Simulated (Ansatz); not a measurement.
Consider this structure, Si.

```
Si
1.0
     3.43274    0.00000    0.00000
     0.00000    6.79631    0.00000
     0.00000    0.00000    6.03321
Si
8
Direct
  0.50000 0.34681 0.90630
  0.00000 0.34681 0.59370
  0.00000 0.15319 0.09370
  0.50000 0.15319 0.40630
  0.00000 0.84681 0.90630
  0.50000 0.84681 0.59370
  0.50000 0.65319 0.09370
  0.00000 0.65319 0.40630
```

Structure used: coordinates from a relaxation with Ansatz 0.2.0, DFT r2SCAN, scalar-relativistic, plane waves, PAW; the starting structure was generated, so it need not be a known form of this composition.

Q: Where will the first 2 clear peaks of its neutron PDF lie (peak width σ = 0.08 Å), and from which pairs do they come?

A: 1. 2.46 Å: Si–Si at 2.37–2.55 Å
2. 3.35 Å: Si–Si at 3.29–3.43 Å

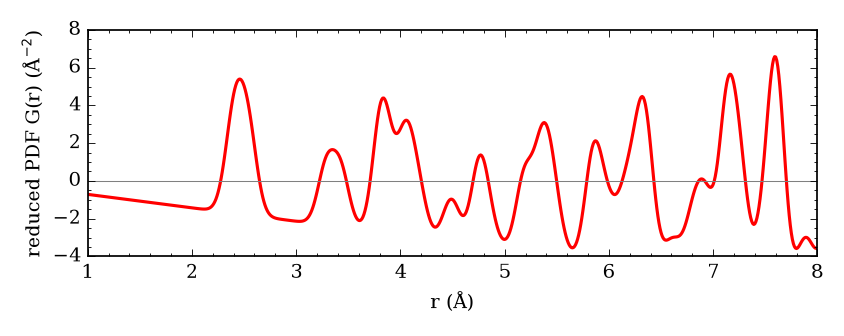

Simulated neutron pair distribution function, G(r) = R(r)/r − 4πρ₀r, summed over the atomic distances of the structure with each pair weighted by the product of the tabulated coherent neutron scattering lengths (natural isotope mix where the element has one); every distance is a Gaussian of σ = 0.08 Å, damped by exp(−(Q_damp r)²/2) with Q_damp = 0.020 Å⁻¹. No termination ripples are included.
